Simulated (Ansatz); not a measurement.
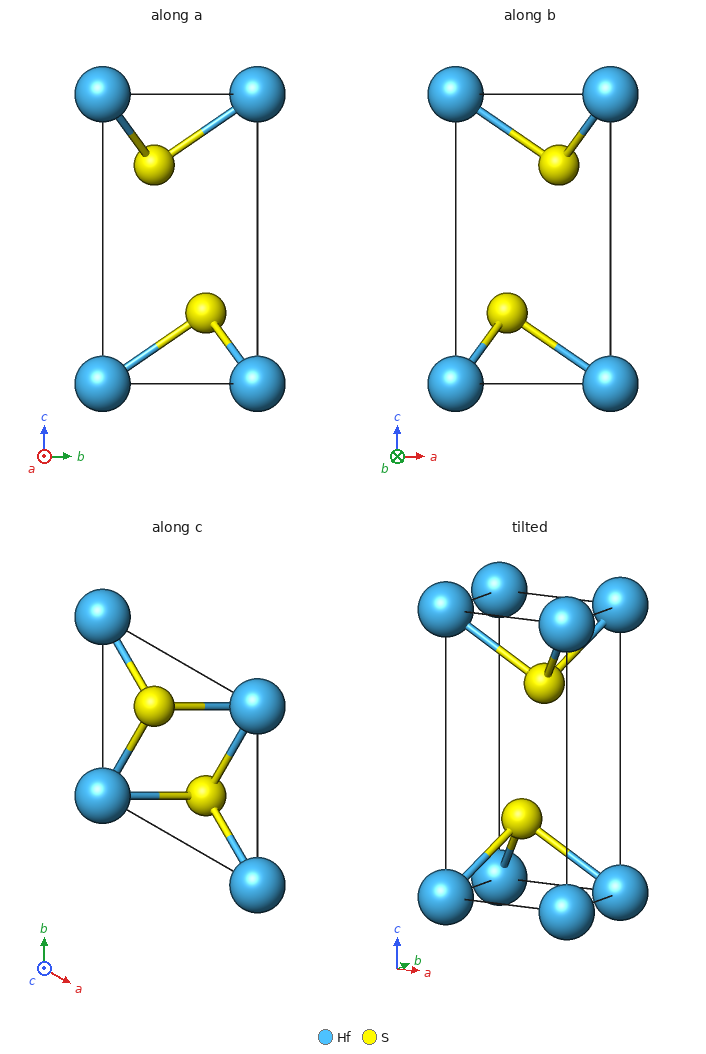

The image is a ball-and-stick drawing of a crystal, viewed along the a axis, along the b axis, along the c axis and slightly off an axis. The conventional unit cell is drawn as a box.

Lattice parameters: a = 3.6303 Å, b = 3.6303 Å, c = 5.8784 Å, α = 90.000°, β = 90.000°, γ = 120.000°.

Write down what is shown as a CIF with its space group and independent sites, with free fractional coordinates to two decimals.

```cif
data_structure
_symmetry_space_group_name_H-M 'P -3 m 1'
_symmetry_Int_Tables_number 164
_cell_length_a 3.6303
_cell_length_b 3.6303
_cell_length_c 5.8784
_cell_angle_alpha 90.000
_cell_angle_beta 90.000
_cell_angle_gamma 120.000
_cell_volume 67.09
loop_
_atom_site_label
_atom_site_type_symbol
_atom_site_symmetry_multiplicity
_atom_site_Wyckoff_symbol
_atom_site_fract_x
_atom_site_fract_y
_atom_site_fract_z
_atom_site_occupancy
Hf1 Hf 1 a 0.00 0.00 0.00 1
S1 S 2 d 0.3333 0.6667 0.24 1
```

The structure comes from a structure type filled with these elements by a generator (whether the compound takes this form wasn't checked). Earlier steps of the study may have refined or changed the cell and positions. It was run through Ansatz as a DFT input.
